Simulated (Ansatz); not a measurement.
# Si: what the fields show

The calculation's input:

```
crystal:
  lattice:
    - [3.90575, 0.0, 0.0]
    - [-1.95287, 3.38248, 0.0]
    - [0.0, 0.0, 4.11666]
  atoms:
    - { symbol: Si, position: [0.0, 0.5, 0.33333] }
    - { symbol: Si, position: [0.5, 0.5, 0.66667] }
    - { symbol: Si, position: [0.5, 0.0, 0.0] }
hamiltonian:
  xc: { exchange: pbe, correlation: pbe, exx: { coeff: 0.1, omega: 0.2 } }
  pseudopotentials: { kind: paw }
kpoints:
  mp_grid: { grid: [4, 4, 4] }
scf:
  occupations: { method: fermi_dirac, width: 0.05 }
output:
  forces: true
  stress: true
  eigenvalues: true
  write_density: true
  write_potential: true
  elf: true
  volumetric_format: npy
```

Below, planes, directions and counts refer to the conventional cell (a = 3.91 Å, b = 3.91 Å, c = 4.12 Å, α = 90.00°, β = 90.00°, γ = 120.00°).

Space group P6₄22; a generated structure, not necessarily the stable one.

These are results of Kohn-Sham DFT of a periodic cell, HSE06 form with a typed share of exact exchange, Ansatz PAW in Ansatz 0.2.0, not measurements.

Core electrons are frozen (PAW), and the valence fields are smoothed inside the atomic spheres.

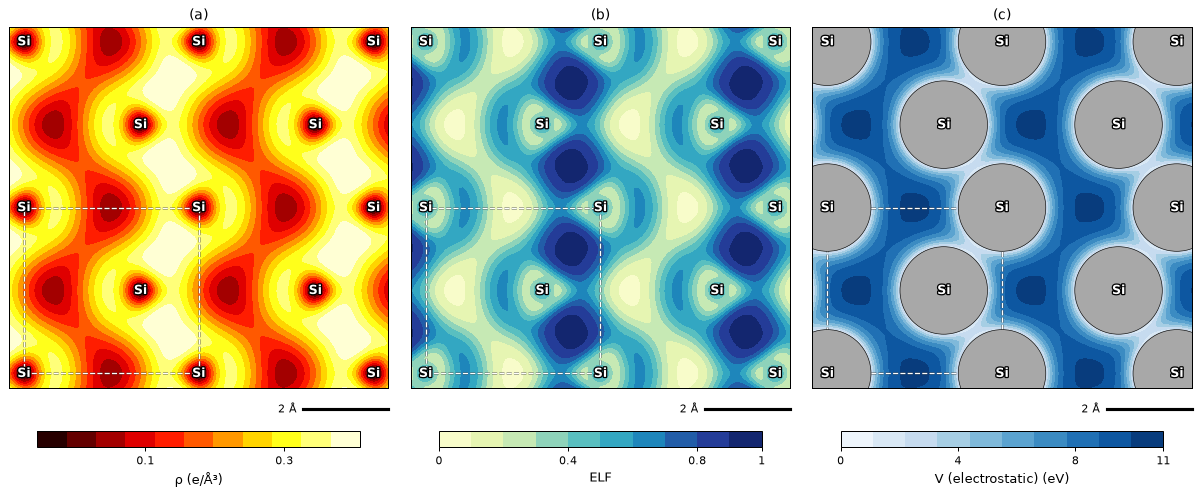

Figure 1. (a) valence charge density (pseudo); (b) ELF; (c) electrostatic potential (local pseudopotential plus Hartree) felt by an electron on the (11̄0) plane of the conventional cell. Grey discs cover the atomic cores in the potential map.

> Read the bonding off the picture.

Atoms in the plane: Si.
Si–Si (2.39 Å): ρ is about 0.53 e/Å³ halfway; the ELF peaks at about 0.95 between the atoms.
Between the atoms the lowest density in this plane is 0.07 e/Å³.
Outside the cores the potential energy rises away from the atoms and is highest about 2.0 Å from the nearest atoms; its zero is arbitrary.

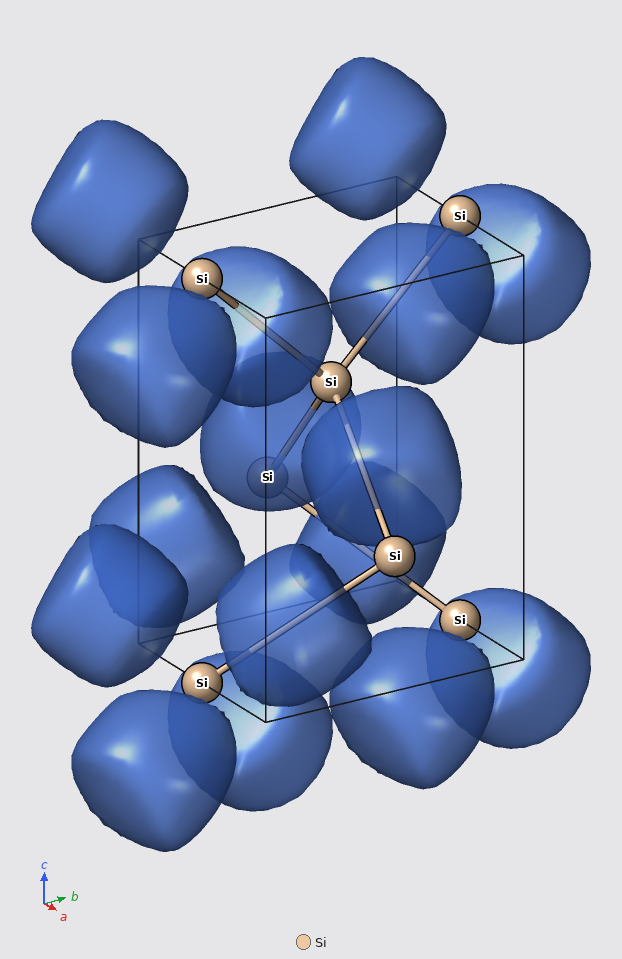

Figure 2. Isosurface of the electron localisation function at 0.7 (blue), seen slightly off an axis. Only the valence region is drawn (cores and ρ < 0.01 e/Å³ removed). Sticks mark near contacts.

> Identify the bonds, lone pairs and shells in this picture.

The surface consists of six regions between bonded Si–Si atoms, counted in one cell of 3 atoms. Regions shared between cells count once.

> Does the calculation make it a metal, or give it a gap?

It is gapless in this calculation (a metal or semimetal).
